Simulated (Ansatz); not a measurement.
SiO₃

The calculation's input:

```
crystal:
  lattice:
    - [-2.6208740629, 2.6208740629, 3.858601738]
    - [2.6208740629, -2.6208740629, 3.858601738]
    - [2.6208740629, 2.6208740629, -3.858601738]
  atoms:
    - { symbol: Si, position: [0.25, 0.75, 0.5] }
    - { symbol: Si, position: [0.0, 0.0, 0.0] }
    - { symbol: O, position: [0.4210345524, 0.4210345524, 0.0], spin: 0.6 }
    - { symbol: O, position: [0.5789654476, 0.5789654476, 0.0], spin: 0.6 }
    - { symbol: O, position: [0.1219290191, 0.8691990375, 0.7472700184] }
    - { symbol: O, position: [0.1219290191, 0.3746590007, 0.2527299816] }
    - { symbol: O, position: [0.1308009625, 0.8780709809, 0.2527299816] }
    - { symbol: O, position: [0.6253409993, 0.8780709809, 0.7472700184] }
basis:
  ecutwfc: 420
kpoints:
  mp_grid: { grid: [8, 8, 8] }
hamiltonian:
  xc: pbe
scf:
  occupations: { method: gaussian, width: 0.02 }
output:
  forces: true
  stress: true
  eigenvalues: true
  populations: true
  write_density: true
  write_potential: true
  elf: true
  volumetric_format: npy
magnetization:
  spin_polarized: true
relax:
  adjacent_minimum: "off"
  f_tol: 0.01
  max_steps: 80
  cell: { stress_tol: 0.05 }
```

Run with:

```sh
ansatz run input.yaml --threads 1 --pin off --max-ram 2560MiB --backend cpu --events-out ev --progress --plain --runs-dir out
```

Below, planes, directions and counts refer to the conventional cell (a = 5.24 Å, b = 5.24 Å, c = 7.74 Å, α = 90.00°, β = 90.00°, γ = 90.00°).

The fields are those of the run's last geometry, not of the input's.

Space group I-4m2; a generated structure, not necessarily the stable one; spin-polarised.

These are results of DFT PBE, scalar-relativistic, plane waves, PAW in Ansatz 0.2.0, not measurements.

> What will maps of the valence pseudo-density, electron localisation function and spin density show?

O–O (1.21 Å): ρ is about 3.6 e/Å³ halfway; the ELF peaks at about 0.80 between the atoms (inside overlapping PAW spheres, so only a guide), as expected for localised, covalent bonding.
Si–O (1.63 Å): the density is about 1.2 e/Å³ at the midpoint; the ELF peaks at about 0.85 between the atoms (a shared but strongly polarised pair).
The spin density sits on O: +0.5 μB (×4) in one cell of 16 atoms: parallel main moments (a ferromagnetic arrangement) in this solution. The cell of the calculation (8 atoms) carries 2.0 μB of net spin moment.

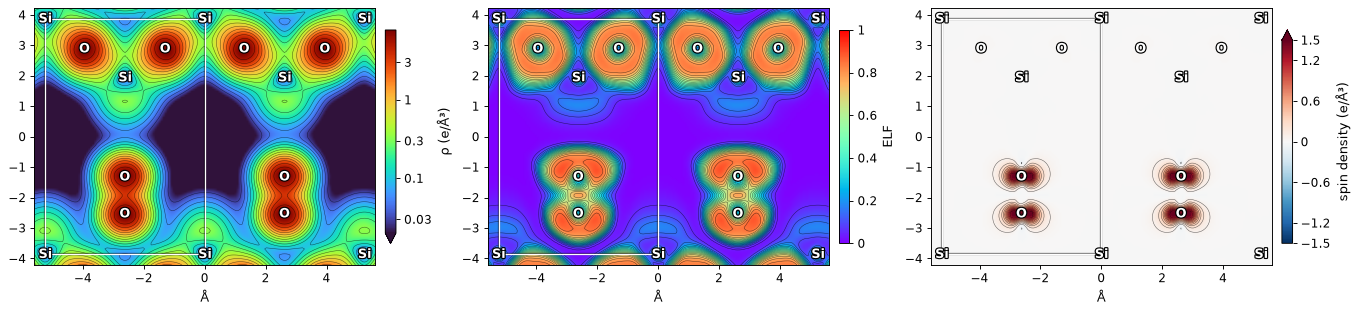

Computed valence pseudo-density, electron localisation function and spin density on the (010) plane of the conventional cell, in this order. 

The density is the valence pseudo-density of a PAW calculation; it isn't the true density close to the nuclei.
